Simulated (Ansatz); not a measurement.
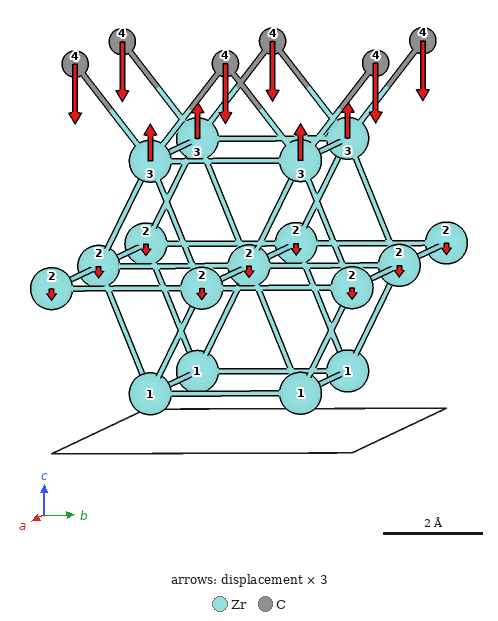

A constrained relaxation of a slab of composition Zr$_{3}$C (cut from the Im-3m phase). The starting structure is drawn; red arrows show the displacements, magnified 3 times.

A ball-and-stick model of the 2 × 2 repeat of the cell, outlined in the plane, without the vacuum, seen slightly off an axis.

Case: C put at a bridge Zr-Zr site. The slab is the (1 1 0) face of Zr with C on it. 1 atoms are held fixed.

All numbers below come from DFT PBEsol, scalar-relativistic, plane waves, PAW (Ansatz 0.2.0). (plane-wave cutoff 420 eV; k-point mesh 10 × 10 × 1; occupations gaussian; smearing width 0.1 eV; no spin polarisation; dipole correction; atoms relaxed in a fixed cell; force threshold 0.03 eV/Å; at most 70 steps)

Which element moves most?

Carbon: up to 0.42 Å, against 0.26 Å for zirconium.

Describe the change and its energy.

After 4 accepted moves (5 points after the start) the energy has fallen by 1.504 eV per cell of the calculation. The largest force component goes from 3.4 to 0.013 eV/Å. 1 step only repeated the SCF at the same geometry. The atom that moves furthest is C4 (0.42 Å along the normal (−c)). Largest moves by element: C 0.42 Å, Zr 0.26 Å. The cell doesn't change. Among the contacts that change: Zr3–C4 2.515 → 2.016 Å, Zr3–C4 (another image) 3.539 → 3.204 Å, Zr2–Zr3 2.964 → 3.251 Å, Zr2–Zr3 (another image) 3.447 → 3.697 Å. Among the angles between lasting bonds that change: Zr3–C4–Zr3 74.6° → 98.3°, Zr2–Zr1–Zr2 72.7° → 74.7°.

Limits of the set-up: the periodic images lie only 3.0 Å apart, so the values are limited by the cell's size.
